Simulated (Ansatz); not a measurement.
HC18 (slab)

Input

```
crystal:
  lattice:
    - [7.398, 0.0, 0.0]
    - [-3.699, 6.406856, 0.0]
    - [0.0, 0.0, 12.0]
  atoms:
    - { symbol: C, position: [0.0, 0.0, 0.0833333] }
    - { symbol: C, position: [0.2222222, 0.1111111, 0.0833333] }
    - { symbol: C, position: [0.0, 0.3333333, 0.0833333] }
    - { symbol: C, position: [0.2222222, 0.4444444, 0.0833333] }
    - { symbol: C, position: [0.0, 0.6666667, 0.0833333] }
    - { symbol: C, position: [0.2222222, 0.7777778, 0.0833333] }
    - { symbol: C, position: [0.3333333, 0.0, 0.0833333] }
    - { symbol: C, position: [0.5555556, 0.1111111, 0.0833333] }
    - { symbol: C, position: [0.3333333, 0.3333333, 0.0833333] }
    - { symbol: C, position: [0.5555556, 0.4444444, 0.0833333] }
    - { symbol: C, position: [0.3333333, 0.6666667, 0.0833333] }
    - { symbol: C, position: [0.5555556, 0.7777778, 0.0833333] }
    - { symbol: C, position: [0.6666667, 0.0, 0.0833333] }
    - { symbol: C, position: [0.8888889, 0.1111111, 0.0833333] }
    - { symbol: C, position: [0.6666667, 0.3333333, 0.0833333] }
    - { symbol: C, position: [0.8888889, 0.4444444, 0.0833333] }
    - { symbol: C, position: [0.6666667, 0.6666667, 0.0833333] }
    - { symbol: C, position: [0.8888889, 0.7777778, 0.0833333] }
    - { symbol: H, position: [0.2877983, 0.236415, 0.1575], spin: 1.0 }
magnetization:
  spin_polarized: true
basis:
  ecutwfc: 500.0
kpoints:
  mp_grid: { grid: [2, 2, 1] }
hamiltonian:
  xc: r2scan
  dispersion: d3bj
scf:
  occupations: { method: gaussian, width: 0.05 }
  lower_state_search: "off"
relax:
  f_tol: 0.03
  max_steps: 60
  adjacent_minimum: "off"
output:
  write_density: true
  write_potential: true
  elf: true
  volumetric_format: npy
```

Launched as:

```sh
ansatz run input.yaml --threads 4 --pin off --max-ram 10240MiB --backend cpu --events-out ev --progress --plain --runs-dir out
```

The fields are those of the run's last geometry, not of the input's.

The SCF solution may not be the lowest one; the program warned that a starting moment wasn't kept; spin-polarised.

The calculation used DFT r2SCAN-D3(BJ), scalar-relativistic, plane waves, PAW in Ansatz 0.2.0.

**What can the converged valence pseudo-density and electron localisation function tell about the bonding?**

C–H (1.12 Å): ρ is about 1.8 e/Å³ halfway; the ELF climbs to about 1 towards the hydrogen, as it does in any bond to H (a covalent bond by its length).

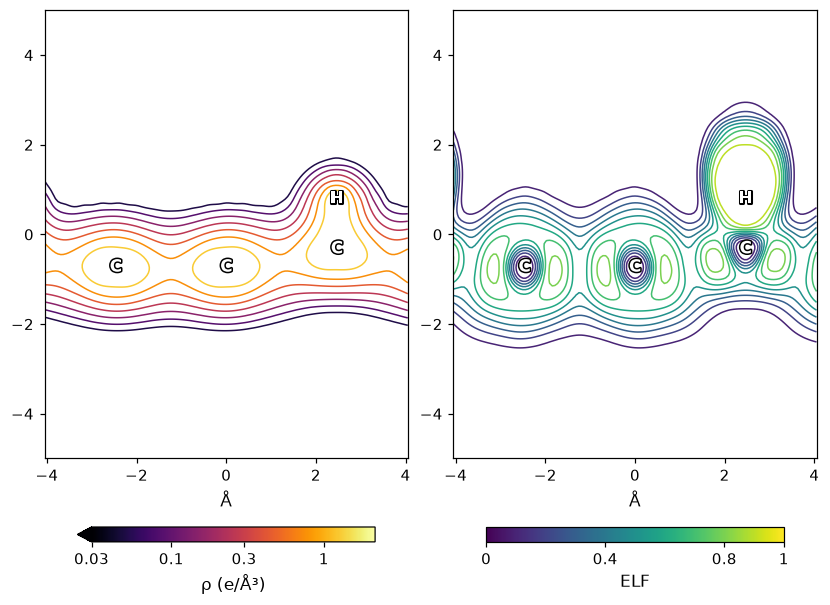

Computed valence pseudo-density and electron localisation function on the (010) plane of the calculation cell, a cut from vacuum to vacuum, in this order. Atoms just off the plane (C, 0.7 Å away) can leave unmarked features too.
